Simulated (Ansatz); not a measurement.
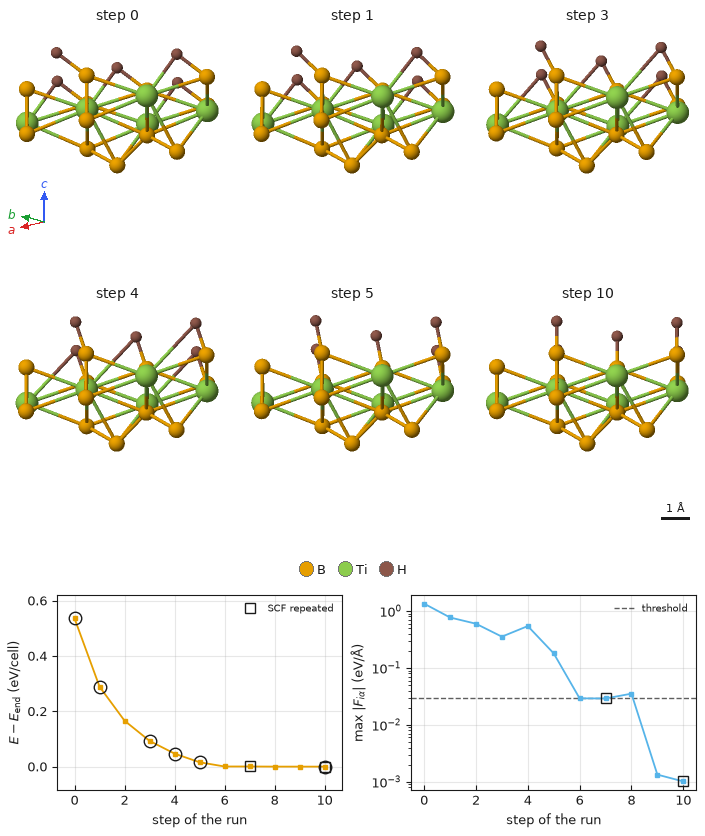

Frames of a constrained relaxation of a slab of composition Ti$_{3}$B$_{6}$H (cut from the P6/mmm phase), marked on the history of the run. A ball-and-stick model of the atoms within 4.2 Å of the atom that moves most (axes of the 3 × 2 repeat of the cell, outlined in the plane, without the vacuum), seen from a free direction.

Case: H put at a bridge Ti-B site. The slab is the (1 0 0) face of TiB2 with H on it. 4 atoms are held fixed.

Level of theory: DFT PBEsol, scalar-relativistic, plane waves, PAW in Ansatz 0.2.0.

Input file:
```yaml
crystal:
  lattice:
    - [3.0175895767, 0.0, 0.0]
    - [0.0, 3.1847627212, 0.0]
    - [0.0, 0.0, 25.9688246177]
  atoms:
    - { symbol: B, position: [0.0, 0.5, 0.3273155456] }
    - { symbol: Ti, position: [0.5, 0.0, 0.3608597314] }
    - { symbol: B, position: [0.0, 0.5, 0.3944039172] }
    - { symbol: B, position: [0.5, 0.5, 0.427948103] }
    - { symbol: Ti, position: [0.0, 0.0, 0.4618448636] }
    - { symbol: B, position: [0.5, 0.5, 0.4954388468] }
    - { symbol: B, position: [0.0, 0.5, 0.5288392199] }
    - { symbol: Ti, position: [0.5, 0.0, 0.5653725046] }
    - { symbol: B, position: [0.0, 0.5, 0.5936181139] }
    - { symbol: H, position: [0.25, 0.75, 0.6259645914] }
basis:
  ecutwfc: 420
kpoints:
  mp_grid: { grid: [10, 9, 1] }
hamiltonian:
  xc: pbesol
scf:
  occupations: { method: gaussian, width: 0.1 }
output:
  forces: true
  eigenvalues: true
  write_density: true
  write_potential: true
  elf: true
  volumetric_format: npy
relax:
  adjacent_minimum: "off"
  f_tol: 0.03
  max_steps: 70
  constraints: [{ sites: [0, 1, 2, 3] }]
efield:
  axis: 3
  dipole_correction: true
  ramp_width: 0.04
```

Run as
```bash
ansatz run input.yaml --threads 1 --pin off --max-ram 3072MiB --backend cpu --events-out ev --progress --plain --runs-dir out
```

What happens along the run?

Over 8 accepted moves (10 points after the start) the energy falls by 0.536 eV per cell of the calculation. The largest force component goes from 1.3 to 0.001 eV/Å. 2 steps only repeated the SCF at the same geometry. H10 moves most: 1.16 Å at 72° to the normal (+c side). Largest moves by element: H 1.16 Å, Ti 0.08 Å, B 0.03 Å. The cell doesn't change. Among the contacts that change: Ti8–H10 1.918 → 2.980 Å, B9–H10 1.382 → 1.204 Å, B6–Ti8 2.415 → 2.363 Å, B7–Ti8 2.390 → 2.350 Å. Bonds break: Ti8–H10 (1.92 → 2.98 Å). Bond angles that change, for instance: Ti8–B9–H10 55.9° → 110.4°, B7–B9–H10 127.4° → 180.0°, Ti8–B9–H10 161.0° → 110.3°. The run took roughly 8 core-minutes on a shared host. From step 0 to 1: H10 moves most (0.19 Å), energy −0.247 eV per cell of the calculation. From step 1 to 3: H10 moves most (0.38 Å), energy −0.196 eV per cell of the calculation. From step 3 to 4: H10 moves most (0.19 Å), energy −46.0 meV per cell of the calculation. From step 4 to 5: H10 moves most (0.20 Å), energy −31.3 meV per cell of the calculation. From step 5 to 10: H10 moves most (0.24 Å), energy −15.7 meV per cell of the calculation.

```json
{"step": "0", "E − E(0), meV/atom": "0.00", "largest force component, eV/Å": "1.3457", "note": ""}
{"step": "1", "E − E(0), meV/atom": "-24.67", "largest force component, eV/Å": "0.7689", "note": ""}
{"step": "2", "E − E(0), meV/atom": "-36.97", "largest force component, eV/Å": "0.5973", "note": ""}
{"step": "3", "E − E(0), meV/atom": "-44.26", "largest force component, eV/Å": "0.3541", "note": ""}
{"step": "4", "E − E(0), meV/atom": "-48.86", "largest force component, eV/Å": "0.5430", "note": ""}
{"step": "5", "E − E(0), meV/atom": "-51.99", "largest force component, eV/Å": "0.1802", "note": ""}
{"step": "6", "E − E(0), meV/atom": "-53.52", "largest force component, eV/Å": "0.0292", "note": ""}
{"step": "7", "E − E(0), meV/atom": "-53.52", "largest force component, eV/Å": "0.0291", "note": "same geometry, SCF repeated"}
{"step": "8", "E − E(0), meV/atom": "-53.56", "largest force component, eV/Å": "0.0353", "note": ""}
{"step": "9", "E − E(0), meV/atom": "-53.56", "largest force component, eV/Å": "0.0013", "note": ""}
{"step": "10", "E − E(0), meV/atom": "-53.56", "largest force component, eV/Å": "0.0010", "note": "same geometry, SCF repeated"}
```

Limits of the set-up: the periodic images lie only 3.0 Å apart, so the values are limited by the cell's size.
